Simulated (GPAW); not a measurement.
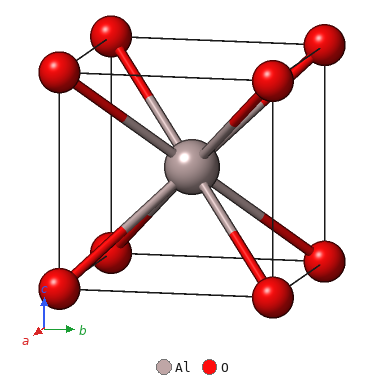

System: AlO, space group Pm-3m (No. 221) (cell built by us, not taken from a database). The picture shows the conventional cell.

Input file:
```
from ase.eos import EquationOfState
from ase.io import Trajectory, read
from ase.units import GPa
from gpaw import GPAW, PW

atoms = read('AlO.xyz')

traj = Trajectory('eos.traj', 'w')
volumes, energies = [], []
for x in [0.94, 0.96, 0.98, 1.0, 1.02, 1.04, 1.06]:
    a = atoms.copy()
    a.set_cell(atoms.cell * x**(1 / 3), scale_atoms=True)
    calc = GPAW(mode=PW(800),
                xc='LDA',
                kpts={'size': (10, 10, 10), 'gamma': True},
                occupations={'name': 'fermi-dirac', 'width': 0.05},
                nbands=12,
                convergence={'density': 1e-05, 'energy': 1e-05},
                maxiter=150,
                txt=f'eos-{x:.2f}.txt')
    a.calc = calc
    energies.append(a.get_potential_energy(force_consistent=True))
    volumes.append(a.get_volume())
    p = -a.get_stress()[:3].mean() / GPa
    calc.write(f'eos-{x:.2f}.gpw')
    traj.write(a)
    print(f'{x:.2f} {volumes[-1]:10.4f} A^3 {energies[-1]:14.6f} eV {p:9.3f} GPa', flush=True)

v0, e0, B = EquationOfState(volumes, energies, eos='birchmurnaghan').fit()
print(f'V0 = {v0:.4f} A^3, E0 = {e0:.6f} eV, B0 = {B / GPa:.2f} GPa')
```

Launched with:
```bash
OMP_NUM_THREADS=1 python run.py
```

How it was computed, with GPAW 26.7.0: PAW DFT in plane waves, on a grid or in atomic orbitals, no spin polarisation; energies at scaled volumes of the given cell, shape and fractions fixed, counted from the fit's minimum, third-order Birch-Murnaghan fit. Level: LDA.

| setting | value |
| --- | --- |
| k mesh | 10×10×10 |
| occupations | Fermi–Dirac |
| smearing width | 0.05 eV |
| potentials | GPAW PAW data sets (gpaw data 1.2.1) |
| wave cutoff | 800 eV |
| program settings | basis pw |

What does the calculation give for the energy and pressure against volume? The volume takes the values 9.98, 10.19, 10.41, 10.62, 10.83, 11.04, 11.25 Å³/atom.

A third-order Birch–Murnaghan fit gives V0 = 10.00 Å³/atom, B0 = 148 GPa and B′ = 3.7. The energy rises from 0.02 meV/atom at volume 9.98 Å³/atom to 60.31 meV/atom at 11.25 Å³/atom. The pressure falls from 0.13 GPa at volume 9.98 Å³/atom to −14.18 GPa at 11.25 Å³/atom, and changes sign near 9.99 Å³/atom.

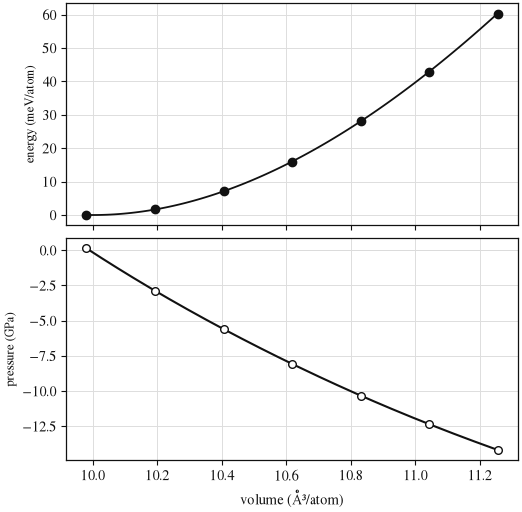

Keep in mind: the minimum lies near the end of the range.
